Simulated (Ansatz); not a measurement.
The structure in question:

```xyz
6
Lattice="2.1294 1.2294 -0.0095 -2.1294 1.2294 0.0095 0.0704 0.0000 10.8823" Properties=species:S:1:pos:R:3 pbc="T T T"
C     0.7215    1.2294    1.8107
C    -0.6746    1.2294    5.4445
C     2.1411    1.2294    1.8040
C     0.0587    0.0000    9.0687
C     0.7450    1.2294    5.4378
C    -0.6512    1.2294    9.0716
```

What would you see if this were drawn?

Answer. The element is carbon. Within 0.01 Å the space group is R-3m (No. 166), rhombohedral (trigonal R). The cell holds six atoms. About every C there are three C in a trigonal planar arrangement at 1.42 Å. The bonds build C layers parallel to (001).

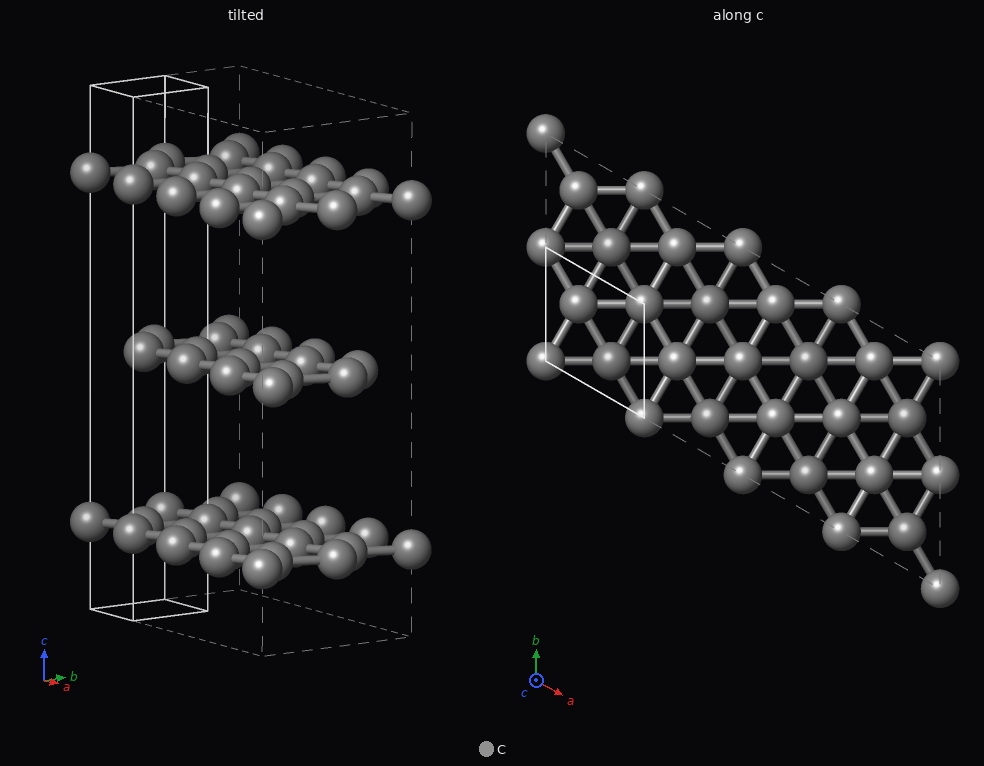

An orthographic ball-and-stick view of the structure, slightly off an axis and along the c axis. The structure is repeated 4×2×1 times; solid lines mark one drawn cell (a repeat of the simulation cell). Colours: carbon grey.

It goes back to a structure listed in the Materials Project. The picture shows the end point of a geometry optimisation with Ansatz, DFT PBEsol, scalar-relativistic, plane waves, PAW.
